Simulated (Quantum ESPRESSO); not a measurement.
**MoS4: band-structure run (part 2 of 2)**

The same run, continued: MoS4 (slab, 5 atoms in the cell); Kohn-Sham DFT of a periodic cell, RPBE, SSSP 1.3 efficiency PBE, no spin polarisation (Quantum ESPRESSO 7.5); cutoff 816.34 eV, 10×10×1 k-mesh, methfessel-paxton of 0.1 eV. The structure derives from a Materials Project entry.

Geometry of the input (Å; fractional positions):
```
3.1841  0.0000  0.0000
-1.5921  2.7575  0.0000
0.0000  0.0000  46.5665
S  0.3333  0.6667  0.1611
S  0.3333  0.6667  0.4667
Mo 0.0000  0.0000  0.5000
S  0.3333  0.6667  0.5333
S  0.3333  0.6667  0.8389
```

**Log, continued**
```
     total energy              =    -233.57881006 Ry
     estimated scf accuracy    <       0.00113435 Ry

     iteration #  9     ecut=    60.00 Ry     beta= 0.30
     Davidson diagonalization with overlap
     ethr =  2.99E-06,  avg # of iterations =  4.3

     negative rho (up, down):  3.543E-03 0.000E+00

     total energy              =    -233.57883111 Ry
     estimated scf accuracy    <       0.00108108 Ry

     iteration # 10     ecut=    60.00 Ry     beta= 0.30
     Davidson diagonalization with overlap
     ethr =  2.84E-06,  avg # of iterations =  5.5

     negative rho (up, down):  2.195E-03 0.000E+00

     total energy              =    -233.57878352 Ry
     estimated scf accuracy    <       0.00094156 Ry

[... 91 further cycles ...]
     iteration #102     ecut=    60.00 Ry     beta= 0.30
     Davidson diagonalization with overlap
     ethr =  1.41E-08,  avg # of iterations =  1.0

     negative rho (up, down):  1.327E-05 0.000E+00

     total energy              =    -233.57843849 Ry
     estimated scf accuracy    <       0.00004895 Ry

     iteration #103     ecut=    60.00 Ry     beta= 0.30
     Davidson diagonalization with overlap
     ethr =  1.41E-08,  avg # of iterations =  1.0

     negative rho (up, down):  1.367E-05 0.000E+00

     total energy              =    -233.57843884 Ry
     estimated scf accuracy    <       0.00003740 Ry

     iteration #104     ecut=    60.00 Ry     beta= 0.30
     Davidson diagonalization with overlap
     ethr =  1.41E-08,  avg # of iterations =  1.0

     negative rho (up, down):  1.299E-05 0.000E+00

     total energy              =    -233.57843625 Ry
     estimated scf accuracy    <       0.00006136 Ry

     iteration #105     ecut=    60.00 Ry     beta= 0.30
     Davidson diagonalization with overlap
     ethr =  1.41E-08,  avg # of iterations =  1.0

     negative rho (up, down):  1.237E-05 0.000E+00

     total energy              =    -233.57843797 Ry
     estimated scf accuracy    <       0.00000394 Ry

     iteration #106     ecut=    60.00 Ry     beta= 0.30
     Davidson diagonalization with overlap
     ethr =  1.04E-08,  avg # of iterations =  1.0

     negative rho (up, down):  1.218E-05 0.000E+00

     total energy              =    -233.57843782 Ry
     estimated scf accuracy    <       0.00000522 Ry

     iteration #107     ecut=    60.00 Ry     beta= 0.30
     Davidson diagonalization with overlap
     ethr =  1.04E-08,  avg # of iterations =  1.0

     negative rho (up, down):  1.200E-05 0.000E+00

     total energy              =    -233.57843786 Ry
     estimated scf accuracy    <       0.00000033 Ry

     iteration #108     ecut=    60.00 Ry     beta= 0.30
     Davidson diagonalization with overlap
     ethr =  8.79E-10,  avg # of iterations =  1.0

     negative rho (up, down):  1.195E-05 0.000E+00

     total energy              =    -233.57843787 Ry
     estimated scf accuracy    <          5.8E-09 Ry

     iteration #109     ecut=    60.00 Ry     beta= 0.30
     Davidson diagonalization with overlap
     ethr =  1.52E-11,  avg # of iterations =  1.0

     negative rho (up, down):  1.188E-05 0.000E+00

     total energy              =    -233.57843787 Ry
     estimated scf accuracy    <       0.00000004 Ry

     iteration #110     ecut=    60.00 Ry     beta= 0.30
     Davidson diagonalization with overlap
     ethr =  1.52E-11,  avg # of iterations =  1.0

     negative rho (up, down):  1.193E-05 0.000E+00

     total energy              =    -233.57843787 Ry
     estimated scf accuracy    <       0.00000012 Ry

     iteration #111     ecut=    60.00 Ry     beta= 0.30
     Davidson diagonalization with overlap
     ethr =  1.52E-11,  avg # of iterations =  1.0

     negative rho (up, down):  1.197E-05 0.000E+00

     End of self-consistent calculation

          k = 0.0000 0.0000 0.0000 ( 21787 PWs)   bands (ev):

   -64.2024 -38.3551 -38.1581 -38.1581 -17.4097 -16.0703 -15.4464 -15.4464
    -8.9137  -5.9815  -5.9815  -5.0115  -4.8617  -4.8617  -4.7476  -4.7476
    -3.2530  -1.5295  -1.5295  -1.5295  -1.5295  -0.5428  -0.5428  -0.2771
    -0.2771   2.1774   2.3488

          k = 0.0000 0.1535 0.0000 ( 21781 PWs)   bands (ev):

   -64.1988 -38.3480 -38.1943 -38.1663 -17.2640 -16.0127 -15.3330 -15.3330
    -8.7508  -6.2932  -5.8280  -5.6875  -5.0885  -4.6377  -4.6377  -4.4158
    -3.3423  -2.1302  -2.1302  -1.6600  -1.6600  -0.6991  -0.6306  -0.4393
    -0.2912   2.4323   2.5425

          k = 0.0000 0.3070 0.0000 ( 21721 PWs)   bands (ev):

   -64.1896 -38.3294 -38.2880 -38.1878 -16.8606 -15.8537 -15.0128 -15.0128
    -8.3957  -6.9186  -6.4780  -5.5804  -5.4145  -4.4305  -4.3294  -4.3294
    -3.7300  -3.4736  -3.4736  -1.9747  -1.9747  -1.0434  -0.7810  -0.6108
     0.2330   2.9917   3.1001

          k = 0.0000 0.4606 0.0000 ( 21703 PWs)   bands (ev):

   -64.1781 -38.4019 -38.3063 -38.2141 -16.3044 -15.6375 -14.5566 -14.5566
    -8.4182  -7.2415  -7.2001  -6.0660  -4.9151  -4.9151  -4.8880  -4.7806
    -4.2097  -3.8967  -3.8967  -2.3208  -2.3208  -1.0499  -1.0060  -0.0660
     0.6923   3.7311   3.9250

          k = 0.0000 0.6141 0.0000 ( 21623 PWs)   bands (ev):

   -64.1687 -38.4926 -38.2875 -38.2354 -15.7856 -15.4424 -14.1158 -14.1158
    -8.8518  -7.8342  -7.2832  -6.3981  -6.0222  -6.0222  -5.0518  -4.4707
    -4.1446  -3.4880  -3.4880  -2.5738  -2.5738  -1.1154  -0.7331   0.4491
     0.9526   3.6091   4.6123

          k = 0.0000-0.7676 0.0000 ( 21612 PWs)   bands (ev):

   -64.1652 -38.5269 -38.2803 -38.2435 -15.5637 -15.3619 -13.9228 -13.9228
    -9.0626  -8.0620  -7.3861  -6.5144  -6.4477  -6.4477  -5.1402  -4.3215
    -3.9263  -3.3130  -3.3130  -2.6652  -2.6652  -1.0897  -0.5560   0.6253
     1.0308   2.9323   4.8750

          k = 0.1330 0.2303 0.0000 ( 21755 PWs)   bands (ev):

   -64.1924 -38.3351 -38.2566 -38.1838 -16.9891 -15.9040 -15.1159 -15.1159
    -8.4799  -6.7488  -6.1856  -5.6259  -5.5642  -4.4283  -4.4283  -4.2304
    -3.5862  -3.0256  -3.0256  -1.9624  -1.9624  -0.9912  -0.8156  -0.6969
     0.1664   2.8314   2.9201

          k = 0.1330 0.3838 0.0000 ( 21738 PWs)   bands (ev):

   -64.1820 -38.3540 -38.3143 -38.2140 -16.5063 -15.7135 -14.7247 -14.7247
    -8.2667  -7.1442  -6.8628  -6.2269  -5.2305  -4.3772  -4.2911  -4.2911
    -4.0552  -4.0552  -4.0376  -2.4474  -2.4474  -1.2429  -0.8533  -0.5701
     0.7125   3.5093   3.6316

          k = 0.1330 0.5373 0.0000 ( 21635 PWs)   bands (ev):

   -64.1716 -38.4496 -38.2933 -38.2445 -15.9587 -15.5004 -14.2655 -14.2655
    -8.5610  -7.6413  -7.1544  -6.4564  -5.4920  -5.4920  -5.1091  -4.7794
    -4.0993  -3.6258  -3.6258  -2.8676  -2.8676  -1.1580  -0.8002  -0.0097
     1.0028   4.1782   4.5148

          k = 0.1330 0.6908 0.0000 ( 21599 PWs)   bands (ev):

   -64.1652 -38.5080 -38.2803 -38.2632 -15.5728 -15.3540 -13.9317 -13.9317
    -8.8711  -8.1261  -7.3025  -6.5019  -6.2387  -6.2387  -5.0829  -4.9835
    -3.8088  -3.3213  -3.3213  -3.1001  -3.1001  -1.0668  -0.5531   0.4987
     0.9376   3.2851   5.0586

          k = 0.2659 0.4606 0.0000 ( 21671 PWs)   bands (ev):

   -64.1727 -38.4212 -38.2955 -38.2602 -16.0244 -15.5197 -14.3225 -14.3225
    -8.3634  -7.5256  -7.0342  -6.6147  -5.5586  -5.1066  -5.1066  -4.5221
    -4.0967  -3.6787  -3.6787  -3.2542  -3.2542  -1.2318  -0.7744  -0.3862
     1.1217   4.2630   4.4558

          k = 0.2659 0.6141 0.0000 ( 21614 PWs)   bands (ev):

   -64.1652 -38.4682 -38.3044 -38.2803 -15.5872 -15.3411 -13.9459 -13.9459
    -8.4943  -8.2190  -7.0395  -6.5141  -5.9766  -5.7603  -5.7603  -4.9457
    -3.8949  -3.8949  -3.8296  -3.3346  -3.3346  -1.1105  -0.5044  -0.0558
     1.2633   4.0606   5.2446

          k = 0.2659 0.7676 0.0000 ( 21566 PWs)   bands (ev):

   -64.1623 -38.4847 -38.3226 -38.2745 -15.4057 -15.2663 -13.7857 -13.7857
    -8.5092  -8.4854  -7.2377  -6.3815  -6.0321  -6.0258  -6.0258  -5.2062
    -4.1220  -4.1220  -3.5740  -3.1913  -3.1913  -1.3057  -0.1280   0.0962
     1.2735   3.4739   5.4236

          k = 0.3989 0.6908 0.0000 ( 21556 PWs)   bands (ev):

   -64.1612 -38.4518 -38.3696 -38.2723 -15.3441 -15.2283 -13.7312 -13.7312
    -8.6460  -8.1189  -7.1191  -6.7904  -6.2526  -5.6289  -5.6289  -5.3184
    -4.8471  -4.8471  -3.4489  -3.1432  -3.1432  -1.5297  -0.1348   0.1059
     1.5179   3.9339   4.6498

     the Fermi energy is    -3.2585 ev

!    total energy              =    -233.57843787 Ry
     estimated scf accuracy    <          2.9E-09 Ry
     smearing contrib. (-TS)   =       0.00001370 Ry
     internal energy E=F+TS    =    -233.57845157 Ry

     The total energy is F=E-TS. E is the sum of the following terms:
     one-electron contribution =   -2358.17713883 Ry
     hartree contribution      =    1179.09674754 Ry
     xc contribution           =     -48.99483478 Ry
     ewald contribution        =     994.49677451 Ry

     convergence has been achieved in 111 iterations

     negative rho (up, down):  1.197E-05 0.000E+00

     Forces acting on atoms (cartesian axes, Ry/au):

     atom    1 type  1   force =     0.00000000   -0.00000000    0.00000985
     atom    2 type  1   force =     0.00000000    0.00000000   -0.01321102
     atom    3 type  2   force =     0.00000000    0.00000000    0.00000000
     atom    4 type  1   force =     0.00000000   -0.00000000    0.01321102
     atom    5 type  1   force =     0.00000000   -0.00000000   -0.00000985

     Total force =     0.018683     Total SCF correction =     0.000065

=------------------------------------------------------------------------------=
   JOB DONE.
=------------------------------------------------------------------------------=
```

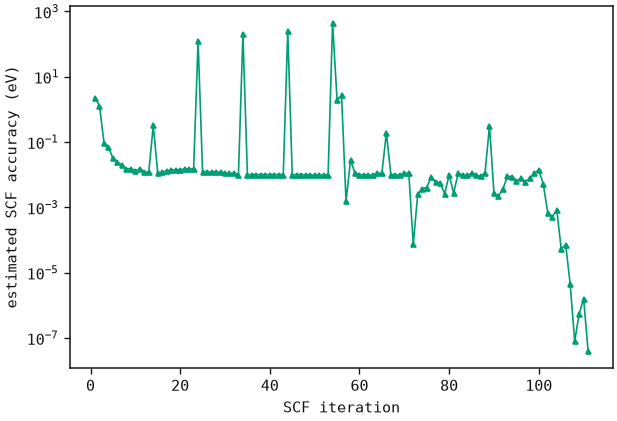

*Convergence of the self-consistent field: estimated SCF accuracy against the iteration.*

The field takes 111 iterations in all.

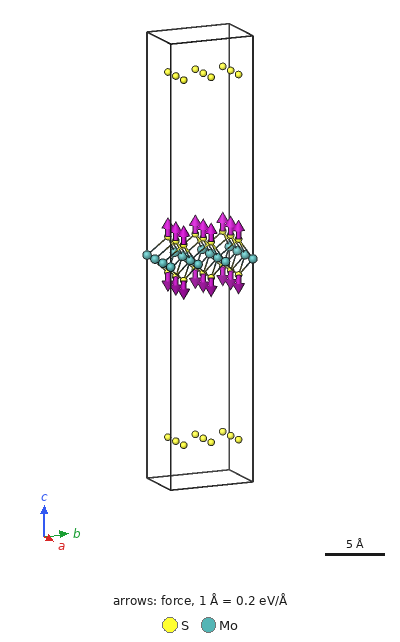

*Forces on the atoms as pink arrows (ball-and-stick view of the 3 × 3 repeat of the cell, with the vacuum cut short, seen slightly off an axis).*

The largest act on S2, S4 (0.34 eV/Å). Atoms are counted from 1 in the order of the input and aren't labelled in the picture. The geometry is not a stationary point of this energy.
